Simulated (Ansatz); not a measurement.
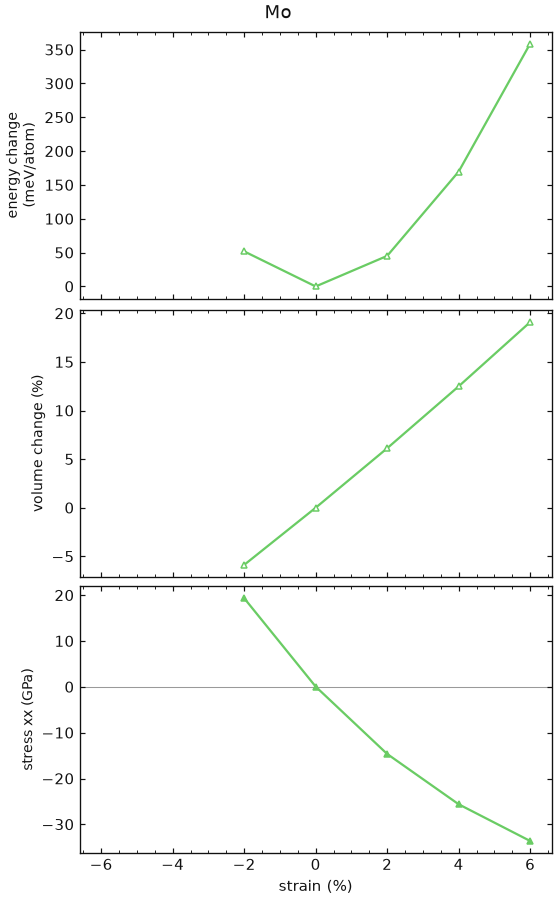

Plotted: energy change, volume change and stress xx against strain for Mo, space group Im-3m (No. 229).

Structure:
```xyz
2
Lattice="3.1293 0.0000 0.0000 0.0000 3.1293 0.0000 0.0000 0.0000 3.1293" Properties=species:S:1:pos:R:3 pbc="T T T"
Mo    0.0000    0.0000    0.0000
Mo    1.5647    1.5647    1.5647
```

Method: energy, stress and cell of a relaxed crystal along a series of strains, atoms and what the cell freedom names relaxed within the symmetry; stress is positive in compression; plane waves with PAW datasets, Γ-centred k mesh; energies extrapolated to zero smearing (Ansatz 0.2.0). Level: PBEsol, no spin polarisation.

- wave cutoff: 420 eV
- k mesh: 16×16×16
- occupations: Gaussian
- smearing width: 0.1 eV
- strain kind: isotropic
- cell freedom: cell held, all vectors scaled

The stress yy equals the stress xx; the stress zz equals the stress xx.

The points at strain −6 % and −4 % are left out of the plot. What values does the calculation give there?

| strain (%) | energy change (meV/atom) | volume change (%) | stress xx (GPa) |
| --- | --- | --- | --- |
| −6 | 525 | −16.94 | 76 |
| −4 | 220 | −11.53 | 44 |

Note: far from the equilibrium volume.
